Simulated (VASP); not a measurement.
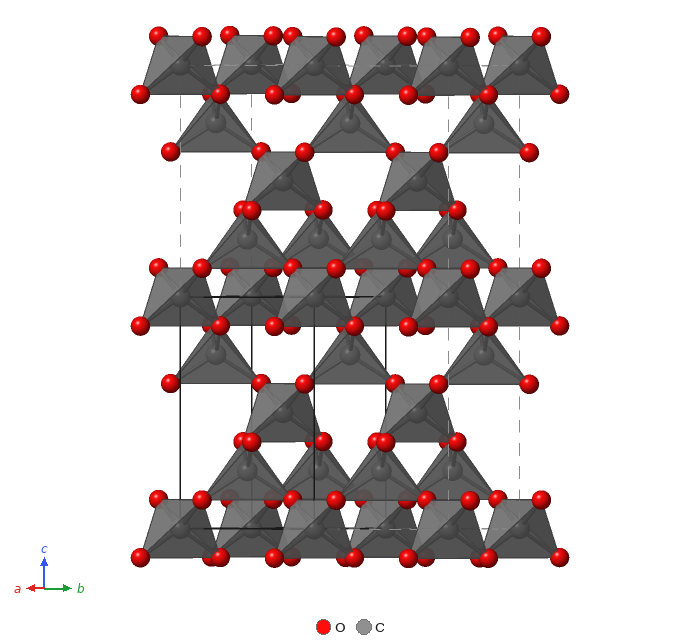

Polyhedra are drawn about C (bonds: C–O below 1.6 Å); other atoms are plain spheres.

CO2 (space group I-42d, No. 122): a cell listed in the Materials Project, as set up for an electronic-structure calculation.

What figure surrounds each C atom, and what does it share with the other drawn polyhedra?

C: CO4 tetrahedron, sharing corners with four neighbours.

How do these polyhedra hang together as a whole?

They form a three-dimensional framework of corner-sharing tetrahedra.

How far apart are the centres of linked polyhedra?

Centre to centre across a shared corner: 2.48 Å.
